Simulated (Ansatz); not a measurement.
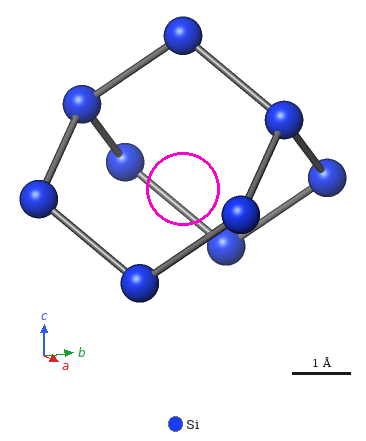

Perfect Si. A ball-and-stick model of the atoms within 3.3 Å of one point, seen slightly off an axis.

Computed with DFT, PBEsol, PAW, plane waves in Ansatz. Set-up: plane-wave cutoff 420 eV; k-point mesh 1 × 1 × 1; mesh shifted by (0.25, 0.25, 0.25); collinear spin. Fermi-Dirac smearing of 0.01 eV. A uniform background neutralises the charged cell. The axes drawn are those of the host's conventional cell.

An extra carbon atom is put between the host's atoms (an interstitial) at the ringed place, in charge state −1. The supercell has 64 sites, and the atoms are relaxed at the host's cell.

Question: Predict the relaxed surroundings of the defect.

Answer: The C atom starts with 10 Si at 2.35 to 2.72 Å around its place and ends with 3 Si at 1.77 to 1.82 Å. Of the host's atoms, a silicon atom moves furthest from its site, by 0.76 Å. The C atom itself moves 1.66 Å from where it was put. The cell's net moment is 1.00 μB.

The relaxed defect, seen from the same direction:

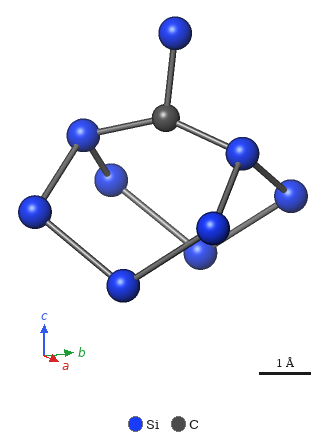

Limits of the set-up: the cell is charged, on a uniform background, and energies carry no finite-size correction.
